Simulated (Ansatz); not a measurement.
**Geometry relaxation, with input and output: Ta₂C (part 2 of 2)**

Continued. System: Ta₂C (P-3m1, 3 atoms in the cell). Method: DFT r2SCAN, scalar-relativistic, plane waves, PAW, no spin polarisation (Ansatz 0.2.0); cutoff 500 eV, 18×18×8 k-mesh, Gaussian smearing of 0.1 eV. The structure derives from an entry of the Crystallography Open Database.

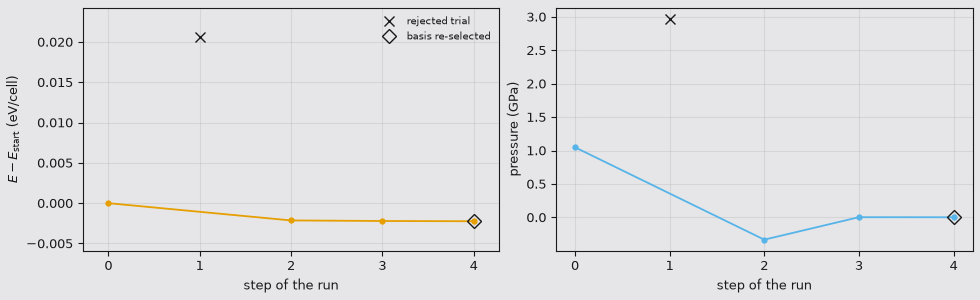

*Progress of the relaxation, step by step (the first geometry is step 0 here and step 1 in the log).*

The largest moves relative to the cell, 0.008 Å, are those of Ta1 and Ta2. C stays in place. The volume changes by +0.2 %, with a = b 3.106 → 3.110 Å (+0.1 %), c 4.946 → 4.942 Å (−0.1 %). Among the contacts that change: Ta1–Ta2 3.039 → 3.026 Å, Ta1–C3 2.184 → 2.190 Å, Ta1–Ta1 3.106 → 3.110 Å. The space group stays P-3m1 (No. 164). The energy falls by 2.2 meV per cell of the calculation in 3 geometry steps. Largest force component: 0.24 eV/Å at the start, 0.0019 eV/Å at the end. Pressure: 1.05 GPa at the start and 0.00 GPa at the end. The line search rejected the trial step at point 1 (counted from 0) and went back. A last SCF at the same geometry on a re-selected plane-wave basis shifts the energy by next to nothing (0.0 meV per cell of the calculation). (Atoms are counted from 1 in the order of the input.)

```
basis re-selected at this cell: Δ(F+E_penalty+E_count) = -3.162e-5 eV, ΔP = -0.001 GPa vs the last step (what re-selecting the basis moved, of the pressure what is left beyond the Pulay correction that the steps carried, after the strain that the cell walked since its last selection, with what the two solves' SCF thresholds leave and, on support functions, any second-order correction that the steps lacked; it is no measure of the basis error at this ecutwfc). This SCF's stress stands 3.54e-2 GPa from its target on what of the cell is left free (relax.cell.stress_tol is 5.00e-2 GPa) and its largest allowed force component is 1.93e-3 eV/Å (relax.f_tol is 5.00e-3 eV/Å): within both
SCF converged after 5 iterations
Free energy (F): -20142.402103 eV
Harris-Foulkes:  -20142.402103 eV  (|F-HF|=7.28e-12)
Internal energy: -20142.398592 eV  (E = F + TS)
E sigma→0 (E₀):  -20142.400348 eV
Entropy (-TS):   -0.003511 eV (-1.170 meV/atom)
Fermi energy:    18.502625 eV
--- Per-component energies (eV) ---
  E_band       = -220.242343
  E_kinetic    = 823.311366
  E_local      = -1185.539091  (includes V_loc(G=0)·N_el)
  E_nonlocal   = 54.687978
  E_hartree    = 410.077719
  E_xc         = -457.658789
  E_vxc        = -510.858537  (∫ρ·V_xc dr)
  E_paw        = -16946.575320  (= ΣΔE_a)
  E_vpaw       = -247.498928  (= ΣTr[D̂ρ^β])
  E_aug_tail   = 0.000162  (compensation charges beyond the density's cutoff)
  E_vtau       = 25.499248  (kinetic-family band-sum trace: ∫τ·v_τ [+ j·A + Jᵃ·Aᵃ] dr)
  E_ewald      = -2839.165283
  E_core_change = -1.537334  (= ΣΔE_core)
  E_smearing   = -0.003511  (= −TS)
  E_closure    = 0.000000  (closes the sum)
  Σ components = -20142.402103   (vs F -20142.402103, Δ=0.00e0)
--- Forces (eV/Å), atoms counted from 1 ---
  atom   1  Ta     0.00000000    -0.00000000    -0.00193359
  atom   2  Ta     0.00000000     0.00000000     0.00193359
  atom   3  C      0.00000000     0.00000000     0.00000000
  max |Σ_I F_I| component: 1.85e-17 eV/Å
--- Stress (GPa, compression-positive) ---
        0.019866      -0.000000      -0.000000
       -0.000000       0.019866      -0.000000
       -0.000000      -0.000000      -0.035388
  P = ⅓ Tr σ = 0.0014 GPa (0.014 kbar)
--- Band table (eV; the first three rows and the last of 266) ---
  k-point 0: bands = ["-51.3302", "-51.2565", "-17.6695", "-16.9625", "-16.9625", "-16.8484", "-16.8484", "-16.7600", "4.6173", "11.3186", "14.6649", "14.6649", "14.9909", "18.5211", "19.0224", "19.0224", "19.6765", "19.6765", "20.9416"]
  k-point 1: bands = ["-51.3274", "-51.2593", "-17.6370", "-16.9583", "-16.9583", "-16.8526", "-16.8526", "-16.7969", "4.6823", "11.1825", "14.6219", "14.6219", "15.1250", "18.3130", "18.8996", "18.8996", "19.7994", "19.7994", "21.2115"]
  k-point 2: bands = ["-51.3195", "-51.2672", "-17.5440", "-16.9463", "-16.9463", "-16.9009", "-16.8646", "-16.8646", "4.8474", "10.8588", "14.5254", "14.5254", "15.4880", "17.8357", "18.6011", "18.6011", "20.2985", "20.2985", "21.7210"]
  k-point 265: bands = ["-51.2496", "-51.2496", "-17.4862", "-17.4862", "-17.3588", "-17.3285", "-16.9191", "-16.9191", "6.5632", "12.4513", "12.4513", "14.0225", "16.7401", "17.0930", "17.0930", "19.9344", "20.9746", "20.9746", "23.7341"]
--- Relaxed structure (4 steps of the walk, 3 accepted, 1 SCFs on fresh bases) ---
  F+E_penalty+E_count = -20142.40210339 eV   max|allowed force component| = 1.934e-3 eV/Å   (the final SCF, on the basis selected at the relaxed cell)
  cell:  # Å, volume = 41.4025 Å³
    - [3.110164456295635, -4.613867517398378e-34, 1.2498319798693787e-19]
    - [-1.5550822281478176, 2.693481429099436, -6.249159899346893e-20]
    - [1.9904592683054233e-19, 0.0, 4.942298946547562]
  atoms:
    - { symbol: Ta, position: [0.33333333333333326, 0.6666666666666665, 0.253563579234975] }
    - { symbol: Ta, position: [0.6666666666666666, 0.33333333333333326, 0.7464364207650249] }
    - { symbol: C, position: [2.5412146131473786e-35, 7.160152667833988e-35, 0.0] }
```

### Trajectory as extended XYZ (Å, eV, eV/Å), 5 frames, from step=1 to step=5
```
3
Lattice="3.1059 0.0000 0.0000 -1.5530 2.6898 0.0000 0.0000 0.0000 4.9464" Properties=species:S:1:pos:R:3:forces:R:3 step=1 energy=-20142.39986 pressure_GPa=1.05
Ta    0.0000    1.7932    1.2465    0.0000   0.0000   0.2428
Ta    1.5530    0.8966    3.6999    0.0000   0.0000  -0.2428
C     0.0000    0.0000    0.0000    0.0000   0.0000   0.0000
3
Lattice="3.1083 0.0000 0.0000 -1.5541 2.6918 0.0000 0.0000 0.0000 4.8798" Properties=species:S:1:pos:R:3:forces:R:3 step=2 energy=-20142.37925 pressure_GPa=2.97 accepted=F
Ta    0.0000    1.7946    1.2597    0.0000   0.0000  -0.6061
Ta    1.5541    0.8973    3.6200    0.0000   0.0000   0.6061
C     0.0000    0.0000    0.0000    0.0000   0.0000   0.0000
3
Lattice="3.1114 0.0000 0.0000 -1.5557 2.6946 0.0000 0.0000 0.0000 4.9442" Properties=species:S:1:pos:R:3:forces:R:3 step=3 energy=-20142.40200 pressure_GPa=-0.33
Ta    0.0000    1.7964    1.2535    0.0000   0.0000  -0.0069
Ta    1.5557    0.8982    3.6907    0.0000   0.0000   0.0069
C     0.0000    0.0000    0.0000    0.0000   0.0000   0.0000
3
Lattice="3.1102 0.0000 0.0000 -1.5551 2.6935 0.0000 0.0000 0.0000 4.9423" Properties=species:S:1:pos:R:3:forces:R:3 step=4 energy=-20142.40207 pressure_GPa=0.00
Ta    0.0000    1.7957    1.2532    0.0000   0.0000  -0.0015
Ta    1.5551    0.8978    3.6891    0.0000   0.0000   0.0015
C     0.0000    0.0000    0.0000    0.0000   0.0000   0.0000
3
Lattice="3.1102 0.0000 0.0000 -1.5551 2.6935 0.0000 0.0000 0.0000 4.9423" Properties=species:S:1:pos:R:3:forces:R:3 step=5 energy=-20142.40210 pressure_GPa=0.00
Ta    0.0000    1.7957    1.2532    0.0000   0.0000  -0.0019
Ta    1.5551    0.8978    3.6891    0.0000   0.0000   0.0019
C     0.0000    0.0000    0.0000    0.0000   0.0000   0.0000
```

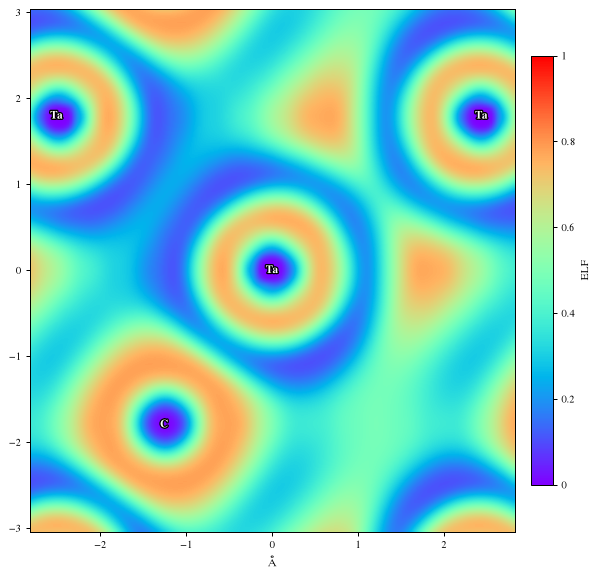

*Electron localisation function on the (110) plane of the conventional cell.*

The section cuts through Ta and C sites. Ta–C (2.19 Å): the ELF is about 0.25 at the midpoint; no shared pair; the contact is polar. Ta–Ta (3.03 Å): the ELF is about 0.40 at the midpoint (no localised pair between them). Ta–Ta (3.08 Å): the ELF is about 0.25 at the midpoint (no shared electron pair).The strong features right at Ta lie inside the PAW spheres (semicore, d or f shells) and say nothing about bonding. Core electrons are frozen (PAW), so the fields are smoothed inside the atomic spheres.

The run was set up as follows.

### Input file
```yaml
crystal:
  lattice:
    - [3.1059007354, 0.0, 0.0]
    - [-1.5529503677, 2.6897889385, 0.0]
    - [0.0, 0.0, 4.9464]
  atoms:
    - { symbol: Ta, position: [0.3333333333, 0.6666666667, 0.25201] }
    - { symbol: Ta, position: [0.6666666667, 0.3333333333, 0.74799] }
    - { symbol: C, position: [0.0, 0.0, 0.0] }
basis:
  ecutwfc: 500
kpoints:
  mp_grid: { grid: [18, 18, 8] }
hamiltonian:
  xc: r2scan
scf:
  occupations: { method: gaussian, width: 0.1 }
output:
  forces: true
  stress: true
  eigenvalues: true
  write_density: true
  write_potential: true
  elf: true
  volumetric_format: npy
relax:
  adjacent_minimum: "off"
  f_tol: 0.005
  max_steps: 80
  cell: { stress_tol: 0.05 }
```

Launch command:
```bash
ansatz run input.yaml --threads 1 --pin off --max-ram 2560MiB --backend cpu --events-out ev --progress --plain --runs-dir out
```

### Summary

| quantity | value |
| --- | --- |
| outcome | converged |
| space group (tolerance 0.01 Å) | P-3m1 (164) |
| electrons treated | 30 |
| free energy | −20142.4021 eV |
| Fermi energy | 18.503 eV |
| gap on the k-point mesh | none (metallic) |
| pressure | 0.00 GPa |
| final volume | 41.40 Å³ |
| largest force (length of the vector) at the end | 0.002 eV/Å |
| final cell | a = 3.110 Å, b = 3.110 Å, c = 4.942 Å, α = 90.00°, β = 90.00°, γ = 120.00° |
| hardware | 1 thread of Intel Xeon (Granite Rapids), 32 GiB of memory available, shared host |
| wall time | 69 s |
| peak memory | 0.68 GiB |

### Remarks

Spin–orbit coupling is left out, which matters for Ta.
